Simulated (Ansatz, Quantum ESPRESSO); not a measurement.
# C(111), F on both faces, 5 bilayers against a metal electrode: the electrode's level over the Fermi level at a withheld member of a series

Method. Quantum ESPRESSO 7.5, PBE, GBRV ultrasoft. The slab is relaxed neutral, then held. ESM with bc3: vacuum below and a metal electrode about 6 Å above the top atoms. Fermi-Dirac smearing of 0.004 Ry and a dense mesh. Charges are set per cell from the starting area. The slabs take the lattice constants of the bulk relaxed by the same program. The series steps the charge of the slab (positive: electrons removed).

```tsv
charge of the slab	electrode's level over the Fermi level (eV)
1 ×10¹³ e/cm²	9.022
2 ×10¹³ e/cm²	10.132
3 ×10¹³ e/cm²	11.218
4.5 ×10¹³ e/cm²	12.821
7 ×10¹³ e/cm²	15.470
8 ×10¹³ e/cm²	16.524
```

One more run was made and is withheld. What is the electrode's level over the Fermi level at 6 ×10¹³ e/cm²?

**Worked estimate.** The rows at 4.5 ×10¹³ e/cm² and 7 ×10¹³ e/cm² give a slope of (15.470 − (12.821))/(7 − (4.5)) = 1.06, so a straight line gives 14.410 eV. A parabola through these and the row at 3 ×10¹³ e/cm² gives 14.414 eV.

**The withheld run.** 14.412 eV. The line misses by −0.002 and the parabola by +0.002 eV. Both misses are under 5 % of the step from the nearer row.

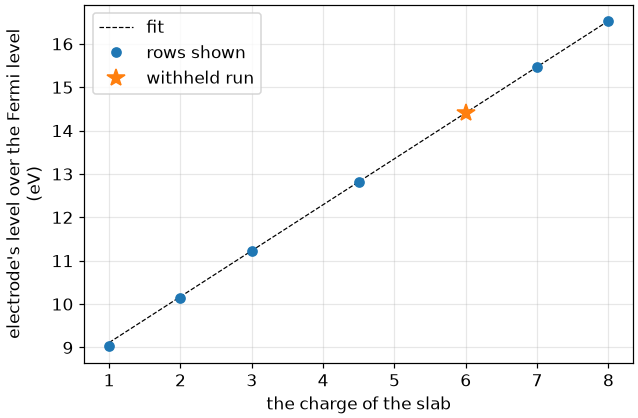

The rows shown, the fit and the withheld run.

Caveats: Vacuum fills the gap; ions don't answer the charge; added electrons can spill towards the electrode at the most negative charges. Members without a usable value, or on the other side of zero field or charge, are not listed.

[Logs are printed without paths, hosts, clocks, repeated set-up lines and the standing remarks that a program may print on its own settings, such as how far it seeks lower states.]
